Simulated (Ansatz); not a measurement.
The calculation's input:

```
crystal:
  lattice:
    - [0.0, 2.015, 2.015]
    - [2.015, 0.0, 2.015]
    - [2.015, 2.015, 0.0]
  atoms:
    - { symbol: Mo, position: [0.0, 0.0, 0.0] }
basis:
  ecutwfc: 500
  fft_grid_basis: typed
kpoints:
  mp_grid: { grid: [14, 14, 14] }
hamiltonian:
  xc: pbe
scf:
  occupations: { method: gaussian, width: 0.05 }
output:
  forces: true
  stress: true
  eigenvalues: true
  bader: true
  write_density: true
  volumetric_format: npy
  elf: true
```

Command:

```sh
ansatz run input.yaml --threads 1 --pin off --max-ram 2560MiB --backend cpu --events-out ev --progress --plain --runs-dir out
```

The picture shows the conventional cell (a = 4.03 Å, b = 4.03 Å, c = 4.03 Å, α = 90.00°, β = 90.00°, γ = 90.00°).

Space group Fm-3m; the calculation finds a residual pressure of about −5 GPa at this fixed cell. This isn't the usual form at ambient conditions.

Theory: Ansatz 0.2.0, DFT PBE, scalar-relativistic, plane waves, PAW.

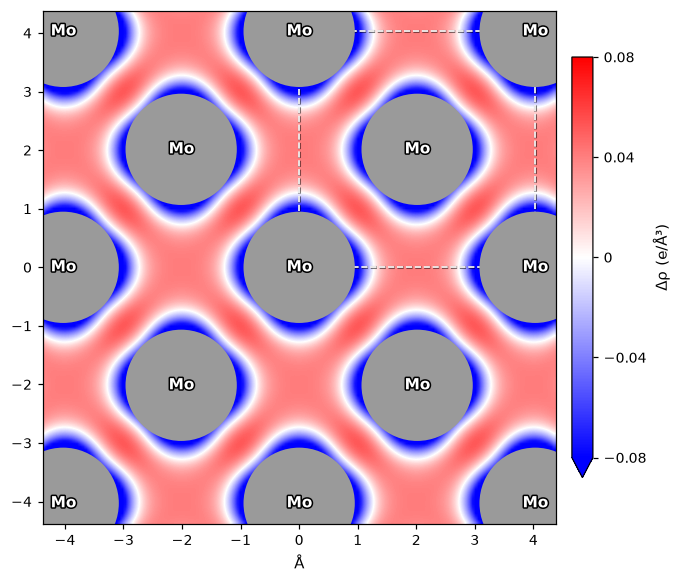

Mo. Deformation density (self-consistent density less superposed neutral spherical atoms): a map on the (010) plane of the conventional cell, with grey discs over the atomic cores. Cores are masked to 1.0 Å (Mo).

In a PAW calculation such maps are meaningful between the atoms, not at the nuclei.

Question: Where does charge go when the atoms form this crystal?

Answer: Mo–Mo (2.85 Å): Δρ is +0.05 e/Å³ at the midpoint.
- Over the whole cell, outside the masked cores, the largest gain, 0.08 e/Å³, lies 1.7 Å from a molybdenum nucleus, and the largest loss lies at the edge of the masked core of Mo.
- The rearranged charge, half the integral of |Δρ|, is about 0.42 e an atom.

Question: Does the calculation give a gap?

Answer: It is metallic at this level of theory.

Cost of the run: 3.5 s on 1 thread of Intel(R) Xeon(R) Platinum 8375C CPU @ 2.90GHz (Ice Lake), with other jobs on the host, peak memory 0.46 GiB.
